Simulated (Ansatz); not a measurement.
## Elastic-constant calculation of Ta$_{2}$N (part 2 of 2)

Continued. System: Ta$_{2}$N (P-31m, 9 atoms in the cell). Method: DFT LDA, scalar-relativistic, plane waves, PAW, no spin polarisation (Ansatz 0.2.0); cutoff 420 eV, 12×12×8 k-mesh, Fermi–Dirac smearing of 0.15 eV. The structure derives from a Materials Project entry. It belongs to a series of runs on one base structure; here: elastic constants, atoms clamped.

Geometry of the input (Å; fractional positions):
```
5.2289  0.0000  0.0000
-2.6145  4.5284  0.0000
0.0000  0.0000  4.8859
Ta 0.6670  0.6670  0.7526
Ta 0.0000  0.3330  0.7526
Ta 0.3330  0.0000  0.7526
Ta 0.3330  0.3330  0.2474
Ta 0.0000  0.6670  0.2474
Ta 0.6670  0.0000  0.2474
N  0.6667  0.3333  0.5000
N  0.3333  0.6667  0.5000
N  0.0000  0.0000  0.0000
```

## The program's output, continued
```
SCF iter   1: F=—  HF=-59227.242614 eV  |F-HF|=—  |Δ(HF+E_count)|=         —  Δρ=7.00e-4  dr2=3.72e-4  ethr=2.32e-7  ⟨swp⟩=3.0  Hψ=174354  notcnv=0  defer=3
eigensolver tolerance schedule calibrated: the retry pair's looser diagonalisation under-reported the residual by θ = 0.42 (0.10/decade); ethr = c·dr2/N_el runs at the constant in force after the calibration composes with the one it found (an armed cap, an earlier calibration), c = 9.7e-2
preconditioner: auto → Kerker (q_TF=auto, 2.631 Å⁻¹)  [metal: Δε(μ)=0.003 eV  Ē_g=8.855 eV  σ=0.150 eV  W_gap=0.01  n_scr=28 (ndim 8)  ℏωp=23.2 eV  f_vac=0.000  D(μ)=3.22/eV (n_scr^D=20)]
SCF iter   2: F=—  HF=-59227.242512 eV  |F-HF|=—  |Δ(HF+E_count)|=   1.02e-4  Δρ=3.90e-4  dr2=1.25e-4  ethr=2.32e-7  ⟨swp⟩=1.2  Hψ=38601  notcnv=0  defer=3
SCF iter   3: F=—  HF=-59227.242458 eV  |F-HF|=—  |Δ(HF+E_count)|=   5.38e-5  Δρ=3.77e-5  dr2=1.24e-6  ethr=1.30e-7  ⟨swp⟩=2.3  Hψ=52737  notcnv=0  defer=3
SCF iter   4: F=—  HF=-59227.242457 eV  |F-HF|=—  |Δ(HF+E_count)|=   1.15e-6  Δρ=1.03e-5  dr2=1.35e-7  ethr=1.29e-9  ⟨swp⟩=2.4  Hψ=63464  notcnv=0  defer=3
SCF iter   5: F=—  HF=-59227.242457 eV  |F-HF|=—  |Δ(HF+E_count)|=   2.54e-8  Δρ=1.97e-6  dr2=3.48e-9  ethr=1.40e-10  ⟨swp⟩=2.1  Hψ=45324  notcnv=0  defer=3
SCF iter   6: F=—  HF=-59227.242457 eV  |F-HF|=—  |Δ(HF+E_count)|=  5.82e-10  Δρ=1.10e-6  dr2=1.29e-9  ethr=3.62e-12  ⟨swp⟩=2.0  Hψ=49788  notcnv=0  defer=3
SCF iter   7: F=—  HF=-59227.242457 eV  |F-HF|=—  |Δ(HF+E_count)|=  2.76e-10  Δρ=2.09e-7  dr2=3.45e-11  ethr=1.34e-12  ⟨swp⟩=2.0  Hψ=47762  notcnv=0  defer=3
SCF iter   8: F=—  HF=-59227.242457 eV  |F-HF|=—  |Δ(HF+E_count)|=  5.82e-11  Δρ=2.97e-8  dr2=9.44e-13  ethr=3.59e-14 (applied; sched 1.00e-12)  ⟨swp⟩=2.0  Hψ=47656  notcnv=0  defer=3
SCF iter   9: F=—  HF=-59227.242457 eV  |F-HF|=—  |Δ(HF+E_count)|=  5.09e-11  Δρ=1.20e-8  dr2=1.59e-13  ethr=1.00e-12  ⟨swp⟩=4.9  Hψ=108978  notcnv=0
SCF iter  10: F=-59227.242457 eV  HF=-59227.242457 eV  |F-HF|=1.46e-11  |Δ(HF+E_count)|=  2.91e-11  Δρ=2.61e-9  dr2=7.23e-15  ethr=1.00e-12  ⟨swp⟩=4.0  Hψ=89764  notcnv=0
SCF 6 converged in 10 iterations: F = -59227.242457 eV  dr2 = 7.23e-15
  greatest PAW one-centre occupation: 1.000 electrons in one spin orbital (limit 2), on the Ta atom at site 3 (counted from 0), in its partial waves of l = 0
iter 1 solved again at ethr=4.52e-10 eV; its pass at ethr=3.10e-3 eV (dr2=4.21e-7 eV) is discarded
SCF iter   1: F=—  HF=-59227.242450 eV  |F-HF|=—  |Δ(HF+E_count)|=         —  Δρ=1.21e-4  dr2=4.26e-7  ethr=4.52e-10  ⟨swp⟩=3.0  Hψ=168422  notcnv=0  defer=2
preconditioner: auto → Kerker (q_TF=auto, 2.631 Å⁻¹)  [metal: Δε(μ)=0.005 eV  Ē_g=8.855 eV  σ=0.150 eV  W_gap=0.01  n_scr=28 (ndim 8)  ℏωp=23.2 eV  f_vac=0.000  D(μ)=3.22/eV (n_scr^D=20)]
SCF iter   2: F=—  HF=-59227.242455 eV  |F-HF|=—  |Δ(HF+E_count)|=   5.40e-6  Δρ=6.16e-5  dr2=1.07e-7  ethr=4.52e-10  ⟨swp⟩=1.0  Hψ=35377  notcnv=0  defer=2
SCF iter   3: F=—  HF=-59227.242457 eV  |F-HF|=—  |Δ(HF+E_count)|=   1.87e-6  Δρ=4.12e-6  dr2=1.08e-8  ethr=1.15e-10  ⟨swp⟩=1.3  Hψ=35567  notcnv=0  defer=2
SCF iter   4: F=—  HF=-59227.242457 eV  |F-HF|=—  |Δ(HF+E_count)|=   1.10e-9  Δρ=8.22e-7  dr2=3.90e-10  ethr=1.16e-11  ⟨swp⟩=2.0  Hψ=47891  notcnv=0  defer=2
SCF iter   5: F=—  HF=-59227.242457 eV  |F-HF|=—  |Δ(HF+E_count)|=  6.55e-11  Δρ=9.70e-8  dr2=9.03e-12  ethr=4.19e-13 (applied; sched 1.00e-12)  ⟨swp⟩=2.0  Hψ=47356  notcnv=0  defer=3
SCF iter   6: F=—  HF=-59227.242457 eV  |F-HF|=—  |Δ(HF+E_count)|=    0.00e0  Δρ=1.98e-8  dr2=2.94e-13  ethr=9.70e-15 (applied; sched 1.00e-12)  ⟨swp⟩=2.0  Hψ=60378  notcnv=0  defer=3
SCF iter   7: F=-59227.242457 eV  HF=-59227.242457 eV  |F-HF|=7.28e-12  |Δ(HF+E_count)|=  1.46e-11  Δρ=6.07e-9  dr2=4.39e-14  ethr=1.00e-12  ⟨swp⟩=4.0  Hψ=105665  notcnv=0
SCF 7 converged in 7 iterations: F = -59227.242457 eV  dr2 = 4.39e-14
SCF converged after 12 iterations
Free energy (F): -59227.244272 eV
Harris-Foulkes:  -59227.244272 eV  (|F-HF|=2.18e-11)
Internal energy: -59227.001955 eV  (E = F + TS)
E sigma→0 (E₀):  -59227.123113 eV
Entropy (-TS):   -0.242318 eV (-26.924 meV/atom)
Fermi energy:    20.280031 eV
--- Per-component energies (eV) ---
  E_band       = -459.398222
  E_kinetic    = 2611.346175
  E_local      = -3551.570629  (includes V_loc(G=0)·N_el)
  E_nonlocal   = 263.431390
  E_hartree    = 1227.290381
  E_xc         = -1488.124558
  E_vxc        = -1463.545175  (∫ρ·V_xc dr)
  E_paw        = -49251.188576  (= ΣΔE_a)
  E_vpaw       = -773.642045  (= ΣTr[D̂ρ^β])
  E_aug_tail   = 0.001300  (compensation charges beyond the density's cutoff)
  E_ewald      = -9039.980987
  E_core_change = 1.793549  (= ΣΔE_core)
  E_smearing   = -0.242318  (= −TS)
  E_closure    = 0.000000  (closes the sum)
  Σ components = -59227.244272   (vs F -59227.244272, Δ=0.00e0)
--- Forces (eV/Å), atoms counted from 1 ---
  atom   1  Ta     0.00018756     0.00032487     0.00054027
  atom   2  Ta     0.00018756    -0.00032487     0.00054027
  atom   3  Ta    -0.00037512     0.00000000     0.00054027
  atom   4  Ta    -0.00018756    -0.00032487    -0.00054027
  atom   5  Ta    -0.00018756     0.00032487    -0.00054027
  atom   6  Ta     0.00037512    -0.00000000    -0.00054027
  atom   7  N     -0.00000000     0.00000000     0.00000000
  atom   8  N      0.00000000    -0.00000000     0.00000000
  atom   9  N      0.00000000    -0.00000000     0.00000000
  max |Σ_I F_I| component: 9.22e-18 eV/Å
--- Stress (GPa, compression-positive) ---
        0.001229      -0.000000      -0.000000
       -0.000000       0.001229       0.000000
       -0.000000       0.000000       0.003561
  P = ⅓ Tr σ = 0.0020 GPa (0.020 kbar)
--- Band table (eV; the first three rows and the last of 131) ---
  k-point 0: bands = ["-47.9658", "-47.8772", "-47.8604", "-47.8604", "-47.8598", "-47.8598", "-15.3836", "-14.9503", "-14.7585", "-14.7585", "-14.7436", "-14.7436", "-14.7044", "-14.6018", "-14.5642", "-14.4563", "-14.4563", "-14.4404", "-14.4404", "-14.1446", "-14.1446", "-14.0304", "-14.0304", "-13.9869", "2.4943", "4.0250", "4.7297", "11.5273", "12.9588", "12.9588", "13.1977", "13.1977", "13.8922", "13.8922", "13.9979", "14.2498", "14.3257", "17.0743", "17.6000", "17.6000", "18.2792", "18.2792", "18.7427", "19.4085", "19.8086", "19.8086", "19.9174", "20.1570", "20.1570", "21.0149", "21.0149", "22.1018", "22.1018", "23.3134", "23.5212", "23.9671", "23.9671", "24.1058", "24.1058", "24.4931", "24.6429"]
  k-point 1: bands = ["-47.9624", "-47.8806", "-47.8607", "-47.8607", "-47.8595", "-47.8595", "-15.3492", "-14.9368", "-14.8643", "-14.8643", "-14.6870", "-14.6705", "-14.6705", "-14.6235", "-14.5788", "-14.5057", "-14.5057", "-14.3623", "-14.3623", "-14.1360", "-14.1360", "-14.0308", "-14.0308", "-14.0256", "2.5800", "4.0327", "4.6461", "11.5839", "12.4871", "12.4871", "13.5685", "13.5685", "13.8344", "13.9693", "13.9693", "13.9771", "14.8404", "17.1622", "17.6833", "17.6833", "18.2709", "18.2709", "18.6713", "19.2936", "19.5540", "19.5540", "19.8918", "20.3827", "20.3827", "21.2487", "21.2487", "22.0241", "22.0241", "22.8846", "23.5734", "23.8790", "23.8790", "24.1017", "24.1017", "24.7249", "24.7497"]
  k-point 2: bands = ["-47.9529", "-47.8902", "-47.8611", "-47.8611", "-47.8592", "-47.8592", "-15.2521", "-14.9638", "-14.9638", "-14.8984", "-14.6960", "-14.6941", "-14.6941", "-14.6270", "-14.6200", "-14.4636", "-14.4636", "-14.2936", "-14.2936", "-14.1306", "-14.1158", "-14.1158", "-14.0288", "-14.0288", "2.8224", "4.0512", "4.4086", "11.7400", "12.0105", "12.0105", "13.4453", "13.5793", "13.5793", "13.9276", "14.3811", "14.3811", "15.5311", "17.3988", "17.8496", "17.8496", "18.3073", "18.3073", "18.5145", "18.9864", "19.2221", "19.2221", "19.6669", "20.7078", "20.7078", "21.7427", "21.7427", "21.9862", "21.9862", "22.1039", "23.4366", "23.4366", "23.7530", "24.1228", "24.1228", "24.3300", "25.0185"]
  k-point 130: bands = ["-47.9043", "-47.9043", "-47.9043", "-47.8577", "-47.8567", "-47.8567", "-15.0950", "-15.0950", "-15.0169", "-14.7848", "-14.6834", "-14.6834", "-14.6610", "-14.6610", "-14.6335", "-14.4141", "-14.3465", "-14.3465", "-14.2934", "-14.2934", "-14.2004", "-14.0836", "-14.0307", "-14.0307", "3.7510", "3.7510", "3.8034", "11.7080", "11.9504", "11.9504", "13.4892", "13.4892", "14.0507", "14.2077", "14.4651", "14.4651", "16.0410", "16.4187", "16.4187", "16.7966", "17.3686", "17.3686", "18.4446", "18.4446", "18.8198", "20.3643", "20.3643", "21.0471", "22.0463", "22.4913", "22.4913", "22.9409", "22.9409", "23.0198", "23.8311", "23.8311", "23.9152", "24.0751", "24.0751", "24.7888", "25.0379"]
--- Elastic constants: 3 strain directions × 2 members + reference (group order 12) ---
  dense FFT box of the reference and of every strained cell: 36×36×36
  strains applied: 11, 33, 23; error gains: componentwise 1.00 (the most a stress slope's error grows in a printed constant), spectral 1.41 (1 for all six strains in a standard setting)
  C = ∂σ_k/∂η_j (tension-positive GPa; Voigt order 11 22 33 23 13 12):
       529.240    191.057    228.343     -0.000     25.562      0.000
       191.057    529.240    228.343      0.000    -25.562     -0.000
       228.373    228.373    514.558     -0.000      0.000      0.000
        -0.000      0.000      0.000    202.055      0.000    -25.577
        25.577    -25.577      0.000      0.000    202.055     -0.000
        -0.000     -0.000     -0.000    -25.562     -0.000    169.092
  reference stress σ⁰ (GPa):     -0.001     -0.001     -0.004     -0.000      0.000      0.000
  C* (energy form; C + prestress term) asymmetry max|C*_kj − C*_jk| = 2.761e-2 GPa — a small one proves nothing (zero by symmetry where the batch's group is 432, −43m or m−3m); a large one is finite-difference/SCF noise where every solve meets its electron count
  moduli (Voigt/Reuss/Hill, GPa): K = 318.73/318.60/318.66   G = 176.32/170.47/173.40   E = 440.33   ν = 0.270
  mechanically stable: yes (min eigenvalue of sym C = 155.15 GPa)
  strain η (Voigt 11):  stress-route row diagonal C_11 = 529.24 GPa, energy-path curvature d²(F+E_count+ΔE)/dδ²/Ω₀ = 529.21 GPa
         δ    σ_11 (GPa)             F (eV)   n_scf  n_hpsi   n_pw
    -5.000e-3      -2.6897      -59227.2394584      10  365072   2278
     5.000e-3       2.6027      -59227.2395510       8  306310   2312
  strain η (Voigt 33):  stress-route row diagonal C_33 = 514.56 GPa, energy-path curvature d²(F+E_count+ΔE)/dδ²/Ω₀ = 514.58 GPa
         δ    σ_33 (GPa)             F (eV)   n_scf  n_hpsi   n_pw
    -5.000e-3      -2.6176      -59227.2395333       9  148020   2274
     5.000e-3       2.5280      -59227.2396771       8  130040   2308
  strain η (Voigt 23):  stress-route row diagonal C_44 = 202.06 GPa, energy-path curvature d²(F+E_count+ΔE)/dδ²/Ω₀ = 202.10 GPa
         δ    σ_23 (GPa)             F (eV)   n_scf  n_hpsi   n_pw
    -5.000e-3      -1.0103      -59227.2424569      10  728844   2294
     5.000e-3       1.0103      -59227.2424569       7  511036   2294
```

## File elastic.tsv
```
# convention: tension-positive GPa; Voigt order 11 22 33 23 13 12; engineering shear strains; stresses and constants hold the Pulay correction, whose part of sigma0, of c and of each member's stress the lines and columns named pulay_correction_..._gpa give (of c_energy it is that of c and, on the columns of strains 1 to 3, that of sigma0; of a layer's constants it is that of c in the plane, times a tenth of its plane spacing in ang); where a line pulay_correction_withheld stands none holds it
# sigma0_gpa = -1.2294319893e-3 -1.2294319893e-3 -3.5613685885e-3 -1.1580555915e-16 4.6322223661e-16 6.9483335492e-17
# pulay_correction_sigma0_gpa = -3.5402436465e-1 -3.5402436465e-1 -3.5521164452e-1 -5.6545683180e-20 1.1309136636e-19 1.5697081651e-17
# c_energy_asymmetry_gpa = 2.7605431513e-2
# group_order = 12
# error_gain_componentwise = 1.0000000000e0	error_gain_spectral = 1.4142135624e0
# k_voigt_gpa = 3.1873163144e2	k_reuss_gpa = 3.1859562454e2	k_hill_gpa = 3.1866362799e2
# g_voigt_gpa = 1.7632465679e2	g_reuss_gpa = 1.7047197367e2	g_hill_gpa = 1.7339831523e2
# youngs_gpa = 4.4032794569e2	poisson = 2.6970076123e-1
# min_eigenvalue_gpa = 1.5515225860e2	stable = true
# k	c_k1_gpa	c_k2_gpa	c_k3_gpa	c_k4_gpa	c_k5_gpa	c_k6_gpa	c_energy_k1_gpa	c_energy_k2_gpa	c_energy_k3_gpa	c_energy_k4_gpa	c_energy_k5_gpa	c_energy_k6_gpa	pulay_correction_c_k1_gpa	pulay_correction_c_k2_gpa	pulay_correction_c_k3_gpa	pulay_correction_c_k4_gpa	pulay_correction_c_k5_gpa	pulay_correction_c_k6_gpa
1	5.2923987117e2	1.9105686538e2	2.2834332863e2	-4.2335794130e-10	2.5561764270e1	1.3941211869e-14	5.2923864174e2	1.9105563594e2	2.2834209919e2	-4.2335794130e-10	2.5561764270e1	1.3941211869e-14	2.8005561096e-1	2.4073083458e-1	2.8432352168e-1	8.0132948888e-14	-4.8383122574e-3	1.1015199450e-17
2	1.9105686538e2	5.2923987117e2	2.2834332863e2	4.2336001371e-10	-2.5561764270e1	-5.2251923031e-15	1.9105563594e2	5.2923864174e2	2.2834209919e2	4.2336001371e-10	-2.5561764270e1	-5.2251923031e-15	2.4073083458e-1	2.8005561096e-1	2.8432352168e-1	-8.0133165728e-14	4.8383122574e-3	2.2995762500e-17
3	2.2837326599e2	2.2837326599e2	5.1455802061e2	-4.2351647363e-22	5.6468863150e-22	2.4366175308e-14	2.2836970463e2	2.2836970463e2	5.1455445924e2	-4.2351647363e-22	5.6468863150e-22	2.4366175308e-14	2.7615459912e-1	2.7615459912e-1	2.8362009112e-1	7.7203523838e-24	-4.4116299336e-24	3.3872620283e-17
4	-4.2361009456e-10	4.2360968446e-10	3.9443045261e-31	2.0205517338e2	0.0000000000e0	-2.5576917268e1	-4.2361021037e-10	4.2360956865e-10	-1.1580555915e-16	2.0205517338e2	0.0000000000e0	-2.5576917268e1	-3.0133706434e-14	3.0133749862e-14	1.3147681754e-31	-1.6823206656e-2	7.2280144832e-19	-1.8194275778e-3
5	2.5576917268e1	-2.5576917268e1	1.3147681754e-30	0.0000000000e0	2.0205517338e2	-4.2360870207e-10	2.5576917268e1	-2.5576917268e1	4.6322223661e-16	0.0000000000e0	2.0205517338e2	-4.2360870207e-10	1.8194275778e-3	-1.8194275778e-3	-1.9721522631e-31	-2.8912057933e-19	-1.6823206656e-2	-3.0133718629e-14
6	-1.0269411897e-15	-8.3509664326e-15	-5.9211894645e-15	-2.5561764270e1	-4.2336179007e-10	1.6909150290e2	-9.5745785425e-16	-8.2814830971e-15	-5.8517061290e-15	-2.5561764270e1	-4.2336179007e-10	1.6909150290e2	-4.3937938914e-19	-1.0721100948e-17	-8.0953762110e-18	4.8383122574e-3	8.0133743969e-14	1.9662388190e-2
```

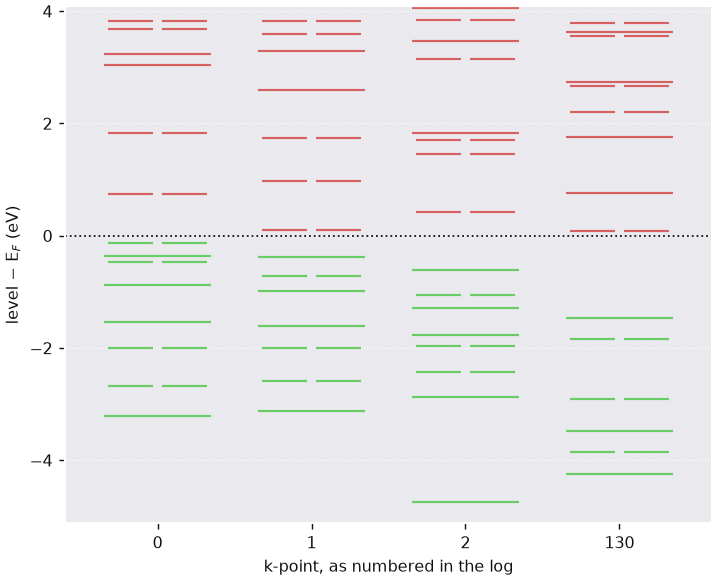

Kohn–Sham levels near the Fermi level (dotted) at the few k-points that the log prints; levels within 0.02 eV of each other stand side by side. The system is metallic on the full mesh.
